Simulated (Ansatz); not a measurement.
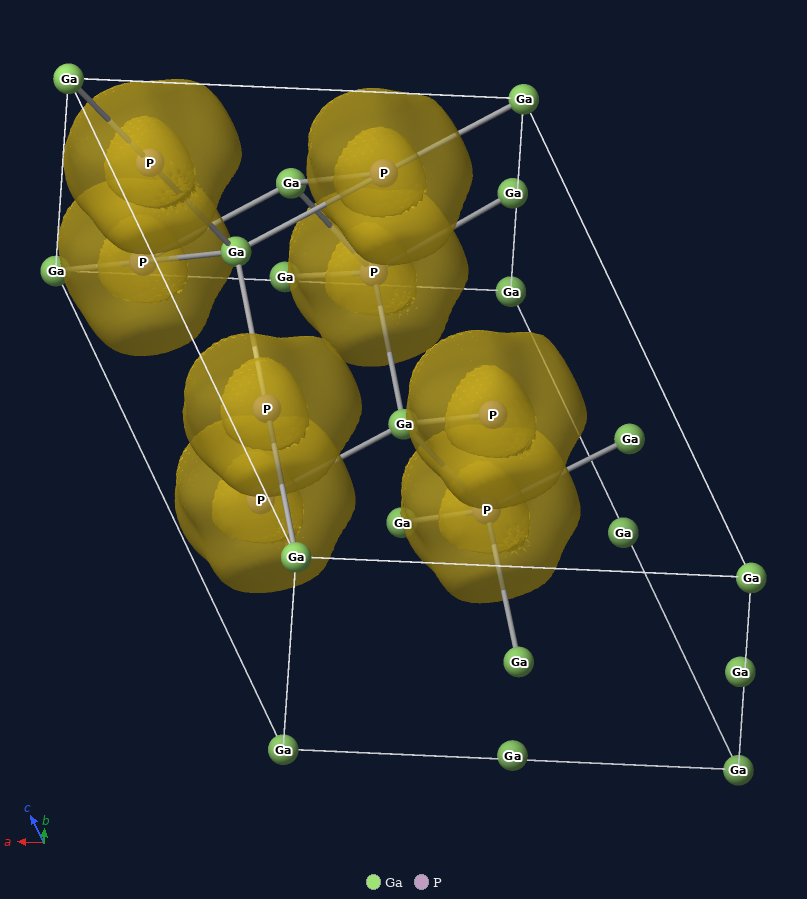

Ga₉P₈ (cell with a defect). Isosurface of the electron localisation function at 0.65 (yellow), seen at an oblique angle. Core shells and regions of very low density are left out. Sticks mark near contacts.

The SCF solution may not be the lowest one; the program warned that a starting moment wasn't kept; spin-polarised, but the moments vanished.

These are results of DFT PBE, scalar-relativistic, plane waves, PAW in Ansatz, not measurements.

In a PAW calculation such maps are meaningful between the atoms, not at the nuclei.

Q: Describe the localisation domains.

A: The surface consists of eight regions on P in which the atom's valence shell and bonds are merged, counted in one cell of 17 atoms. Any copies at cell faces, edges or corners count once. Profiles from the grid: Ga–P (2.32 Å): the ELF peaks at about 0.90 in the valence shell of P, 0.8 Å from its nucleus, and is about 0.70 at the midpoint. Ga–P (2.37 Å): the ELF peaks at about 0.90 in the valence shell of P, 0.9 Å from its nucleus, and is about 0.75 at the midpoint.
